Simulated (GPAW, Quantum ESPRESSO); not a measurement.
Consider LiCl (Fm-3m).

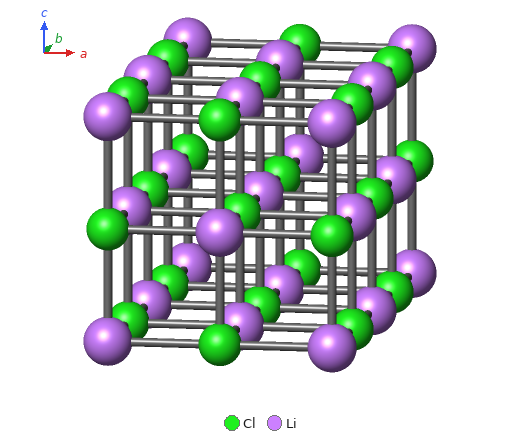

The structure (chlorine green, lithium purple). 1×2×1 conventional cells are drawn. Some periodic images of atoms are drawn too.

```xyz
2
Lattice="0.0000 2.5648 2.5648 2.5648 0.0000 2.5648 2.5648 2.5648 0.0000" Properties=species:S:1:pos:R:3 pbc="T T T"
Cl    2.5648    2.5648    2.5648
Li    0.0000    0.0000    0.0000
```

Absorber: atom 1, with 6 Li at 2.56 Å (octahedral, site symmetry m-3m). Method: Quantum ESPRESSO XSpectra, PBE, full core hole (charged cell), 12-atom cell with 6.3 Å between holes, 4×5×5 k points, dipole transitions, Lorentzian half width 0.32 eV up to 4 eV, rising linearly to 2.5 eV at 25 eV (counted from xe0, 2.7 eV below the zero used here).

The database entry behind the starting cell differs from later determinations by our own check (0.1 to 0.3 % short, probably kX units), so it need not match the best structure at ambient conditions.

Question: What does the Cl K edge look like?

Main maxima up to 24 eV above the zero (height): 3.8 eV (2.59) and 16.1 eV (1.01). A K edge sees empty p states on the absorber. The total-energy difference plus the lowest empty eigenvalue puts the zero at 2838.60 eV. One term is added: -17.92 eV, since the hole is spin-paired here and a spin-polarised one costs that much less in the free atom (computed apart). The photon energy is then 2820.68 eV. The functional and the charged cell's background leave an error of a few eV in such absolute values.

The Cl K spectrum (energy from the lowest empty level; intensity scaled to a mean of 1 over the first 20 eV; the points at xe0, where the cut of filled states can leave a spike, are interpolated):

| E (eV) | intensity |
| --- | --- |
| -2.0 | 0.04 |
| -0.5 | 0.08 |
| 1.0 | 0.36 |
| 2.5 | 1.48 |
| 4.0 | 2.56 |
| 5.5 | 1.53 |
| 7.0 | 0.80 |
| 8.5 | 0.68 |
| 10.0 | 0.57 |
| 11.5 | 0.60 |
| 13.0 | 0.76 |
| 14.5 | 0.91 |
| 16.0 | 1.01 |
| 17.5 | 0.97 |
| 19.0 | 0.93 |
| 20.5 | 0.95 |
| 22.0 | 1.01 |
| 23.5 | 1.04 |
| 25.0 | 1.03 |
| 26.5 | 1.04 |
| 28.0 | 1.09 |
| 29.5 | 1.13 |
| 31.0 | 1.16 |

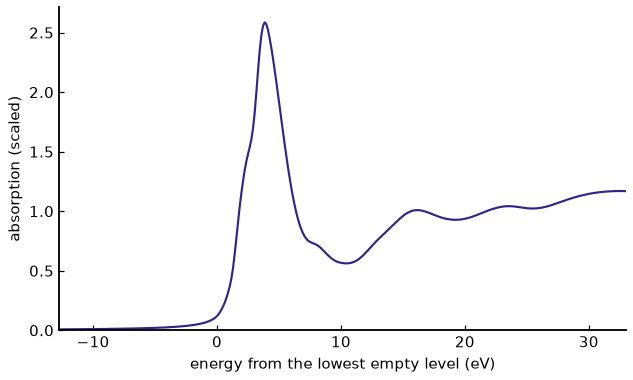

The Cl K edge.

The holes are only 6.3 Å apart, so the shape is probably not converged with cell size; no larger cell was run here. The structure is a published determination, not relaxed.

[Banner, clock and machine lines of the logs are left out without a mark of their own.]

[Logs are printed without paths, hosts, clocks, repeated set-up lines and the standing remarks that a program may print on its own settings, such as how far it seeks lower states.]

[Hosts, paths, dates, database ids (printed as entryN), source tags and the programs' standing remarks are cut or masked in the printed files.]

[Lists of maxima count a maximum above −3 eV only where it reaches 4 % of the highest in the window and stands out from its surroundings by 2 % of it (1.5 % where it reaches 55 %); shoulders and weaker maxima are passed over, and of the rest the first, up to two pre-edge ones and the few strongest are named.]
